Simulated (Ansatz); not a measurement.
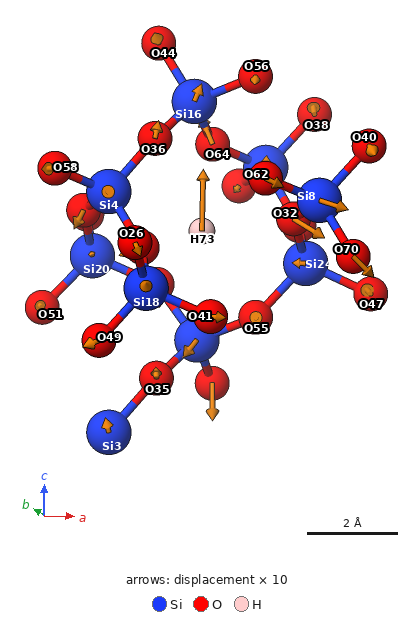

This is a relaxation of a defect cell of composition Si24O48H. The starting structure is drawn; orange arrows show the displacements, magnified 10 times.

Style: ball-and-stick. Shown: the atoms within 5.0 Å of the atom that moves most (axes of the cell of the calculation), slightly off an axis.

Theory: DFT, PBEsol, PAW, plane waves (Ansatz 0.2.0). Settings: plane-wave cutoff 420 eV; k-point mesh 1 × 1 × 1; mesh shifted by (0.25, 0.25, 0.25); collinear spin; atoms relaxed in a fixed cell; force threshold 0.03 eV/Å; at most 80 steps.

### Atoms of which element are displaced furthest, and by how much?

Hydrogen: up to 0.14 Å, against 0.10 Å for oxygen.

### Describe the change and its energy.

Over 5 geometry steps the energy falls by 1.351 eV per cell of the calculation. The largest force component goes from 3.3 to 0.0081 eV/Å. The H atom moves most: 0.14 Å roughly along [0 1 2]. By element the largest moves are H 0.14 Å, O 0.10 Å, Si 0.07 Å. The cell doesn't change. Among the contacts that change: O–Si 1.670 → 1.620 Å, O–Si 1.581 → 1.620 Å, O–Si 1.646 → 1.620 Å, O–Si 1.603 → 1.618 Å. Among the angles between lasting bonds that change: Si–O–Si 142.2° → 147.0°, O–Si–O 113.9° → 110.8°, O–Si–O 108.1° → 111.2°. The run took 6.2 s on 1 × NVIDIA GB200 with 8 threads of Arm Neoverse-V2, peak memory 1.9 GiB.
